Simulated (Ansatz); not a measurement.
# What a change does: single-point calculation on C

System: C (Fd-3m, 2 atoms in the cell).
Method of run 1: Kohn-Sham DFT of a periodic cell, r2SCAN0 form with a typed share of exact exchange, Ansatz PAW, no spin polarisation (Ansatz 0.2.0).

The structure derives from an entry of the Crystallography Open Database. Text and figures count atoms from 1; the logs count them from 0 in places.

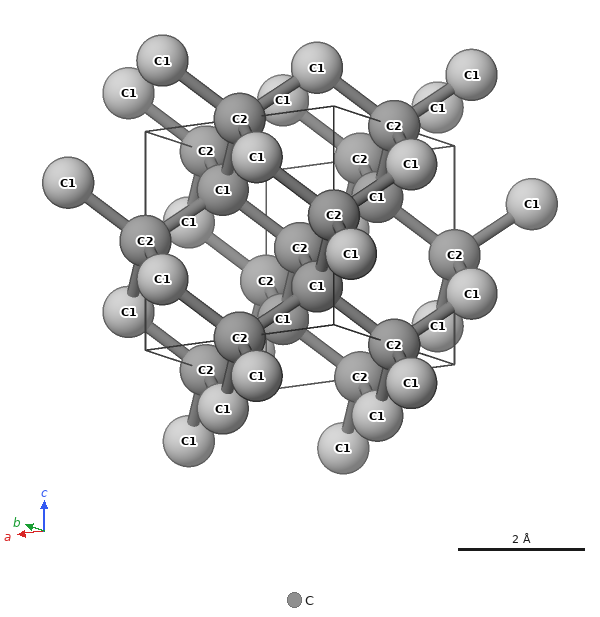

The structure (ball-and-stick view of the cell 4 times as large as that of the calculation, set on its symmetry axes, seen at an oblique angle; neighbours outside the cell are drawn fainter; atoms are numbered from 1 in the order of the input). An atom can appear more than once, as a periodic image.

## Input file, run 1
```yaml
crystal:
  lattice:
    - [0.0, 1.78337, 1.78337]
    - [1.78337, 0.0, 1.78337]
    - [1.78337, 1.78337, 0.0]
  atoms:
    - { symbol: C, position: [0.75, 0.75, 0.75] }
    - { symbol: C, position: [0.5, 0.5, 0.5] }
hamiltonian:
  xc: { exchange: r2scan, correlation: r2scan, exx: { coeff: 0.1 } }
  pseudopotentials: { kind: paw }
kpoints:
  mp_grid: { grid: [7, 7, 7] }
scf:
  occupations: { method: fermi_dirac, width: 0.05 }
output:
  forces: true
  stress: true
  eigenvalues: true
```

Command:
```bash
ansatz run input.yaml --threads 2 --pin off --max-ram 5632MiB --backend cpu --events-out ev --progress --plain --runs-dir out
```

Hardware: 2 threads of Arm Neoverse V1, 24 GiB of memory available, shared host.

## Output, shortened to warnings, some set-up lines, iterations and results (run 1)
```
Warning: output.stress: scf.convergence.dr2_threshold = 1e-7 eV (the SCF's general default) is looser than the 2e-10 eV advised for a printed stress (1e-10 eV for each atom of the cell: 2). What an SCF threshold leaves in a stress goes as its square root, and in the free energy as the threshold itself, and one threshold admits the most on a small cell: of the crystals measured, under no hybrid …
Warning: output.stress: scf.exx.energy_threshold = 1e-6 eV is looser than the 2e-8 eV advised for a stress under a hybrid functional (1e-8 eV for each atom of the cell: 2). Every SCF of the exchange loop can meet its threshold on dr2 while the loop round them stops early: no threshold on dr2 bounds what that leaves in the stress. Set scf.exx.energy_threshold to 2e-8 eV or tighter. The threshold …
Basis set: ecut = 500 eV, 283 PW (Γ), exchange–correlation on 80×80×80 points (64 copies of the dense FFT grid, shifted against one another)
Symmetry: 48 space group operations
k-points: 20 of 343
Initial density: superposition of atomic densities (neutral atoms: chi_scale 0, normalization atom), corrected by the library's trained network
[...]
SCF iter   1: F=—  HF=-503.052481 eV  |F-HF|=—  |Δ(HF+E_count)|=         —  Δρ=8.94e-3  dr2=2.42e-3  dr2_τ=3.82e-1  ethr=1.77e-3  ⟨swp⟩=4.9  Hψ=692  notcnv=0
SCF iter   2: F=-503.108427 eV  HF=-503.108387 eV  |F-HF|=4.05e-5  |Δ(HF+E_count)|=   5.59e-2  Δρ=5.51e-3  dr2=9.56e-4  dr2_τ=6.03e-5  ethr=3.03e-5  ⟨swp⟩=3.1  Hψ=417  …
SCF 1 stopped early in 2 iterations: F = -503.108427 eV  dr2 = 9.56e-4
SCF iter   1: F=—  HF=-503.035153 eV  |F-HF|=—  |Δ(HF+E_count)|=         —  Δρ=7.64e-3  dr2=2.21e-3  dr2_τ=6.04e-5  ethr=1.19e-4  ⟨swp⟩=3.9  Hψ=506  notcnv=0
SCF iter   2: F=—  HF=-503.034850 eV  |F-HF|=—  |Δ(HF+E_count)|=   3.03e-4  Δρ=3.63e-3  dr2=6.30e-4  dr2_τ=3.50e-5  ethr=2.51e-5  ⟨swp⟩=2.0  Hψ=240  notcnv=0
SCF iter   3: F=—  HF=-503.034798 eV  |F-HF|=—  |Δ(HF+E_count)|=   5.19e-5  Δρ=1.44e-4  dr2=3.84e-6  dr2_τ=1.26e-7  ethr=9.55e-9  ⟨swp⟩=3.0  Hψ=677  notcnv=0
SCF iter   4: F=—  HF=-503.034895 eV  |F-HF|=—  |Δ(HF+E_count)|=   9.67e-5  Δρ=7.28e-5  dr2=1.73e-7  dr2_τ=1.54e-8  ethr=9.47e-9  ⟨swp⟩=3.7  Hψ=374  notcnv=0
SCF iter   5: F=-503.034895 eV  HF=-503.034895 eV  |F-HF|=3.19e-9  |Δ(HF+E_count)|=   1.65e-8  Δρ=1.01e-5  dr2=6.60e-9  dr2_τ=1.97e-10  ethr=2.10e-9  ⟨swp⟩=2.1  Hψ=307  …
SCF 2 converged in 5 iterations: F = -503.034895 eV  dr2 = 6.60e-9
SCF iter   1: F=—  HF=-503.034895 eV  |F-HF|=—  |Δ(HF+E_count)|=         —  Δρ=1.21e-5  dr2=4.41e-9  dr2_τ=9.02e-10  ethr=4.70e-9  ⟨swp⟩=4.0  Hψ=458  notcnv=0
SCF iter   2: F=-503.034895 eV  HF=-503.034895 eV  |F-HF|=8.50e-10  |Δ(HF+E_count)|=   2.04e-9  Δρ=5.85e-6  dr2=7.08e-10  dr2_τ=8.49e-11  ethr=5.50e-11  ⟨swp⟩=2.8  Hψ=279  …
SCF 3 converged in 2 iterations: F = -503.034895 eV  dr2 = 7.08e-10
  Residual-converged pass: ⟨swp⟩=2.8  Hψ=263  notcnv=0  max |occ|·‖R‖ = 2.4e-6 eV (tolerance 2.4e-6 eV)  dr2=7.13e-10  dr2_τ=8.57e-11  dr2_onsite=1.59e-10  max |Δocc| = 0.0e0
hybrid outer 2: dexx = +3.649e-10 eV, tail = 1.90e-9 eV, Δε = 1.37e-4 eV (about 2.55e-5 eV left of the loop's levels)
hybrid SCF converged: 2 outer / 7 inner (+2 warm-up), last move |dexx| = 3.65e-10 eV, tail = 1.90e-9 eV
Stability not checked: this state was not tested for a lower state beside it, because the functional holds exact exchange (a hybrid, or Hartree-Fock), whose exchange loop this test does not read (fock_operator; see scf.lower_state_search)
Free energy (F): -503.034895 eV
Frozen-core exchange: fock
Harris-Foulkes:  -503.034895 eV  (|F-HF|=8.50e-10)
Internal energy: -503.034895 eV  (E = F + TS)
E sigma→0 (E₀):  -503.034895 eV
Fermi energy:    15.489142 eV
--- Per-component energies (eV) ---
  E_band       = 24.941430
  E_kinetic    = 184.026218
  E_local      = -120.688530  (includes V_loc(G=0)·N_el)
  E_nonlocal   = 52.223692
  E_hartree    = 26.584171
  E_xc         = -87.247522
  E_vxc        = -119.740239  (∫ρ·V_xc dr)
  E_exx        = -8.650689  (= α·E_x^exact, valence–valence)
  E_paw        = -201.263254  (= ΣΔE_a)
  E_vpaw       = -12.686371  (= ΣTr[D̂ρ^β])
  E_aug_tail   = 0.000008  (compensation charges beyond the density's cutoff)
  E_vtau       = 5.939752  (kinetic-family band-sum trace: ∫τ·v_τ [+ j·A + Jᵃ·Aᵃ] dr)
  E_ewald      = -347.961363
  E_core_change = -0.057626  (= ΣΔE_core)
  E_smearing   = -0.000000  (= −TS)
  E_closure    = 0.000000  (closes the sum)
  Σ components = -503.034895   (vs F -503.034895, Δ=0.00e0)
--- Forces (eV/Å), atoms counted from 1 ---
  atom   1  C     -0.00000000     0.00000000    -0.00000000
  atom   2  C      0.00000000     0.00000000    -0.00000000
  max |Σ_I F_I| component: 8.79e-17 eV/Å
--- Stress (GPa, compression-positive) ---
       -5.635173       0.000000      -0.000000
       -0.000000      -5.635173       0.000000
        0.000000      -0.000000      -5.635173
  P = ⅓ Tr σ = -5.6352 GPa (-56.352 kbar)
```

Run 2 used a changed input.

## The two runs side by side

```csv
quantity,run 1,run 2
outcome,converged,converged
free energy per atom (eV),−251.5174,−251.4362
gap on the mesh (eV),5.20,7.00
pressure (GPa),−5.64,−13.46
largest force (eV/Å),0.000,0.000
SCF iterations,9,9
irreducible k-points,20,20
plane waves at Γ,283,283
wall time (shared host),4.7 s,4.9 s
```

Which change of the input explains these differences?

The change (lines with − go, lines with + come):
```diff
-  xc: { exchange: r2scan, correlation: r2scan, exx: { coeff: 0.1 } }
+  xc: { exchange: r2scan, correlation: r2scan, exx: { coeff: 0.35 } }
```

The total energies belong to different methods, so their difference says nothing on which is more stable or more accurate. The gap on the mesh goes from 5.20 to 7.00 eV. The pressure goes from −5.64 to −13.46 GPa. The number of SCF iterations is the same.

## Output, shortened to warnings, some set-up lines, iterations and results (run 2)
```
Warning: output.stress: scf.convergence.dr2_threshold = 1e-7 eV (the SCF's general default) is looser than the 2e-10 eV advised for a printed stress (1e-10 eV for each atom of the cell: 2). What an SCF threshold leaves in a stress goes as its square root, and in the free energy as the threshold itself, and one threshold admits the most on a small cell: of the crystals measured, under no hybrid …
Warning: output.stress: scf.exx.energy_threshold = 1e-6 eV is looser than the 2e-8 eV advised for a stress under a hybrid functional (1e-8 eV for each atom of the cell: 2). Every SCF of the exchange loop can meet its threshold on dr2 while the loop round them stops early: no threshold on dr2 bounds what that leaves in the stress. Set scf.exx.energy_threshold to 2e-8 eV or tighter. The threshold …
Basis set: ecut = 500 eV, 283 PW (Γ), exchange–correlation on 80×80×80 points (64 copies of the dense FFT grid, shifted against one another)
Symmetry: 48 space group operations
k-points: 20 of 343
Initial density: superposition of atomic densities (neutral atoms: chi_scale 0, normalization atom), corrected by the library's trained network
[...]
SCF iter   1: F=—  HF=-503.052931 eV  |F-HF|=—  |Δ(HF+E_count)|=         —  Δρ=8.94e-3  dr2=2.44e-3  dr2_τ=3.81e-1  ethr=1.77e-3  ⟨swp⟩=4.9  Hψ=692  notcnv=0
SCF iter   2: F=-503.108860 eV  HF=-503.108824 eV  |F-HF|=3.65e-5  |Δ(HF+E_count)|=   5.59e-2  Δρ=5.51e-3  dr2=9.58e-4  dr2_τ=6.01e-5  ethr=3.05e-5  ⟨swp⟩=3.1  Hψ=417  …
SCF 1 stopped early in 2 iterations: F = -503.108860 eV  dr2 = 9.58e-4
SCF iter   1: F=—  HF=-502.872478 eV  |F-HF|=—  |Δ(HF+E_count)|=         —  Δρ=1.30e-2  dr2=7.56e-3  dr2_τ=4.51e-4  ethr=1.20e-4  ⟨swp⟩=4.3  Hψ=573  notcnv=0
SCF iter   2: F=—  HF=-502.869800 eV  |F-HF|=—  |Δ(HF+E_count)|=   2.68e-3  Δρ=5.74e-3  dr2=1.48e-3  dr2_τ=9.01e-5  ethr=8.59e-5  ⟨swp⟩=2.0  Hψ=315  notcnv=0
SCF iter   3: F=—  HF=-502.872447 eV  |F-HF|=—  |Δ(HF+E_count)|=   2.65e-3  Δρ=1.12e-3  dr2=5.76e-5  dr2_τ=3.14e-6  ethr=4.97e-7  ⟨swp⟩=2.0  Hψ=576  notcnv=0
SCF iter   4: F=—  HF=-502.872432 eV  |F-HF|=—  |Δ(HF+E_count)|=   1.45e-5  Δρ=1.51e-4  dr2=8.84e-6  dr2_τ=2.65e-8  ethr=4.97e-7  ⟨swp⟩=2.0  Hψ=243  notcnv=0
SCF iter   5: F=-502.872488 eV  HF=-502.872488 eV  |F-HF|=5.62e-7  |Δ(HF+E_count)|=   5.61e-5  Δρ=1.38e-4  dr2=1.30e-6  dr2_τ=1.13e-7  ethr=7.79e-9  ⟨swp⟩=4.0  Hψ=487  …
SCF 2 stopped early in 5 iterations: F = -502.872488 eV  dr2 = 1.30e-6
SCF iter   1: F=—  HF=-502.872482 eV  |F-HF|=—  |Δ(HF+E_count)|=         —  Δρ=5.31e-5  dr2=1.16e-7  dr2_τ=6.07e-8  ethr=6.86e-7  ⟨swp⟩=3.1  Hψ=388  notcnv=0
SCF iter   2: F=-502.872482 eV  HF=-502.872482 eV  |F-HF|=3.71e-9  |Δ(HF+E_count)|=   1.11e-7  Δρ=1.84e-5  dr2=6.58e-9  dr2_τ=2.11e-9  ethr=1.24e-9  ⟨swp⟩=3.0  Hψ=320  …
SCF 3 converged in 2 iterations: F = -502.872482 eV  dr2 = 6.58e-9
  Residual-converged pass: ⟨swp⟩=3.0  Hψ=293  notcnv=0  max |occ|·‖R‖ = 2.4e-6 eV (tolerance 2.4e-6 eV)  dr2=6.62e-9  dr2_τ=2.11e-9  dr2_onsite=7.66e-10  max |Δocc| = 0.0e0
hybrid outer 2: dexx = +1.793e-7 eV, tail = 2.43e-8 eV, Δε = 2.96e-3 eV (about 1.68e-4 eV left of the loop's levels)
hybrid SCF converged: 2 outer / 7 inner (+2 warm-up), last move |dexx| = 1.79e-7 eV, tail = 2.43e-8 eV
Stability not checked: this state was not tested for a lower state beside it, because the functional holds exact exchange (a hybrid, or Hartree-Fock), whose exchange loop this test does not read (fock_operator; see scf.lower_state_search)
Free energy (F): -502.872482 eV
Frozen-core exchange: fock
Harris-Foulkes:  -502.872482 eV  (|F-HF|=3.71e-9)
Internal energy: -502.872482 eV  (E = F + TS)
E sigma→0 (E₀):  -502.872482 eV
Fermi energy:    15.432118 eV
--- Per-component energies (eV) ---
  E_band       = 11.555821
  E_kinetic    = 183.723606
  E_local      = -119.546506  (includes V_loc(G=0)·N_el)
  E_nonlocal   = 51.519046
  E_hartree    = 26.337075
  E_xc         = -65.722969
  E_vxc        = -87.978937  (∫ρ·V_xc dr)
  E_exx        = -30.298281  (= α·E_x^exact, valence–valence)
  E_paw        = -200.845801  (= ΣΔE_a)
  E_vpaw       = -11.575856  (= ΣTr[D̂ρ^β])
  E_aug_tail   = 0.000008  (compensation charges beyond the density's cutoff)
  E_vtau       = 3.336636  (kinetic-family band-sum trace: ∫τ·v_τ [+ j·A + Jᵃ·Aᵃ] dr)
  E_ewald      = -347.961363
  E_core_change = -0.077297  (= ΣΔE_core)
  E_smearing   = -0.000000  (= −TS)
  E_closure    = -0.000001  (closes the sum)
  Σ components = -502.872482   (vs F -502.872482, Δ=5.68e-14)
--- Forces (eV/Å), atoms counted from 1 ---
  atom   1  C     -0.00000000     0.00000000     0.00000000
  atom   2  C     -0.00000000     0.00000000     0.00000000
  max |Σ_I F_I| component: 9.25e-17 eV/Å
--- Stress (GPa, compression-positive) ---
      -13.463941       0.000000      -0.000000
       -0.000000     -13.463941      -0.000000
       -0.000000       0.000000     -13.463941
  P = ⅓ Tr σ = -13.4639 GPa (-134.639 kbar)
```

For both runs: Warnings: the exchange loop's threshold is looser than advised for the stress; the SCF threshold is looser than advised for the printed stress. For run 1: The cell is under a tension of 5.6 GPa at this level, so it is not at its equilibrium volume. For run 2: The cell is under a tension of 13.5 GPa at this level, so it is not at its equilibrium volume.
